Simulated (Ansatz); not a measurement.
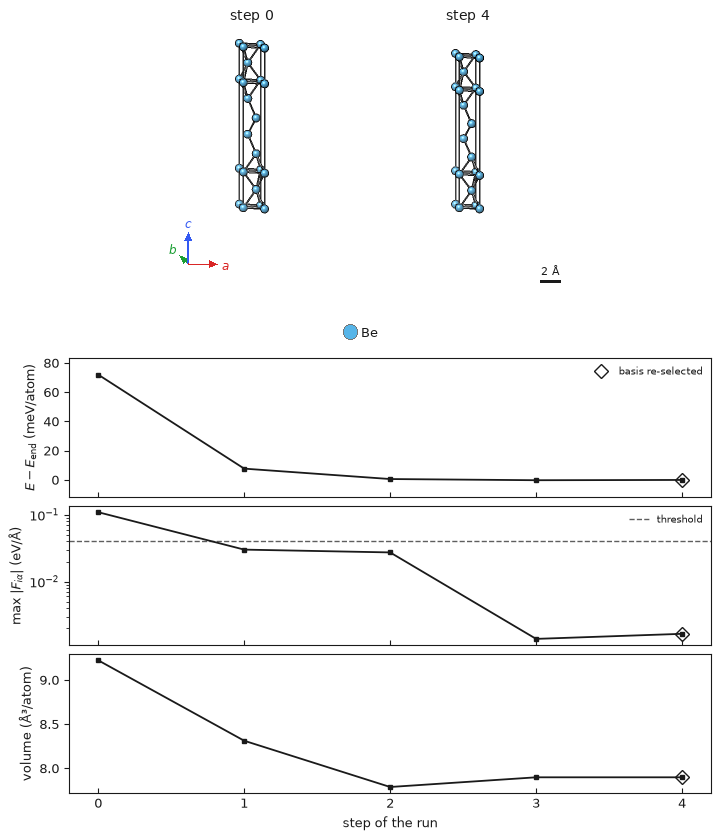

First and last geometry of a relaxation of solid Be (built on the samarium (9R)_166 type) (coarse preliminary run), with the history of the run. Style: ball-and-stick. Shown: the conventional cell (3 times the calculation's cell), slightly off an axis. Lengths and directions refer to the drawn axes.

Case: samarium (9R) type (R-3m, No. 166).

Level of theory: DFT PBE, scalar-relativistic, plane waves, PAW (Ansatz).

Input
```yaml
crystal:
  lattice:
    - [1.1823217655, 0.6826137895, 5.7140869046]
    - [-1.1823217655, 0.6826137895, 5.7140869046]
    - [0.0, -1.3652275791, 5.7140869046]
  atoms:
    - { symbol: Be, position: [0.0, 0.0, 0.0] }
    - { symbol: Be, position: [0.22222, 0.22222, 0.22222] }
    - { symbol: Be, position: [0.77778, 0.77778, 0.77778] }
basis:
  ecutwfc: 420
kpoints:
  mp_grid: { grid: [9, 9, 9] }
hamiltonian:
  xc: pbe
scf:
  occupations: { method: gaussian, width: 0.1 }
  lower_state_search: "off"
output:
  forces: true
  stress: true
  eigenvalues: true
relax:
  adjacent_minimum: "off"
  f_tol: 0.04
  max_steps: 70
  cell: { stress_tol: 0.4 }
```

### What do the curves and the structures tell?

It converged. After 3 accepted moves (4 points after the start) the energy has fallen by 72.0 meV per atom. Largest force component: 0.11 eV/Å at the start, 0.0017 eV/Å at the end. The pressure goes from −14.89 to −0.05 GPa. The SCF was repeated once at an unchanged geometry on a basis and grid sized afresh for the cell, which shifted the energy by 0.2 meV per atom at most. The largest moves relative to the cell, 0.010 Å, are those of Be2 and Be3. Be3 goes along +c. The drawn cell changes as follows: a = b 2.365 → 2.260 Å (−4.4 %), c 17.142 → 16.075 Å (−6.2 %); the volume changes by −14.4 %. Some distances before and after: Be2–Be3 2.343 → 2.196 Å, Be1–Be2 2.343 → 2.220 Å, Be1–Be1 2.365 → 2.260 Å. The space group stays R-3m (No. 166). The run took roughly 6 core-seconds on a shared host.

```json
{"step": "0", "E − E(0), meV/atom": "0.00", "largest force component, eV/Å": "0.1099", "pressure, GPa": "-14.89", "volume, Å³/atom": "9.223", "note": ""}
{"step": "1", "E − E(0), meV/atom": "-64.29", "largest force component, eV/Å": "0.0302", "pressure, GPa": "-5.76", "volume, Å³/atom": "8.313", "note": ""}
{"step": "2", "E − E(0), meV/atom": "-71.42", "largest force component, eV/Å": "0.0274", "pressure, GPa": "1.69", "volume, Å³/atom": "7.790", "note": ""}
{"step": "3", "E − E(0), meV/atom": "-72.22", "largest force component, eV/Å": "0.0014", "pressure, GPa": "-0.01", "volume, Å³/atom": "7.899", "note": ""}
{"step": "4", "E − E(0), meV/atom": "-72.03", "largest force component, eV/Å": "0.0017", "pressure, GPa": "-0.05", "volume, Å³/atom": "7.899", "note": "same geometry, new basis"}
```
